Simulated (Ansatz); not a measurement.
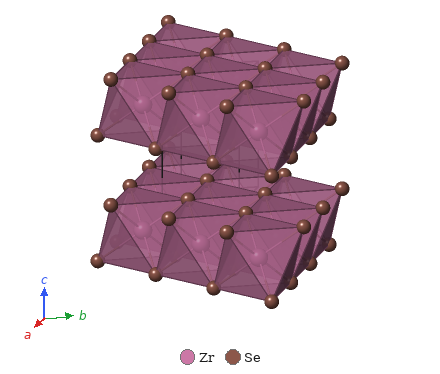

Polyhedra are drawn about Zr (bonds: Se–Zr below 3 Å); other atoms are plain spheres.

ZrSe₂ (space group P-3m1, No. 164). Coordinates: the end point of a relaxation with DFT, PBE-D3(BJ), plane waves, PAW (Ansatz 0.2.0).

Sharing among the drawn polyhedra:

```csv
site,polyhedron,corner-sharing neighbours,edge-sharing,face-sharing,bond (Å)
Zr,ZrSe6 octahedron,0,6,0,2.68
```

They form layers of edge-sharing octahedra parallel to (001).
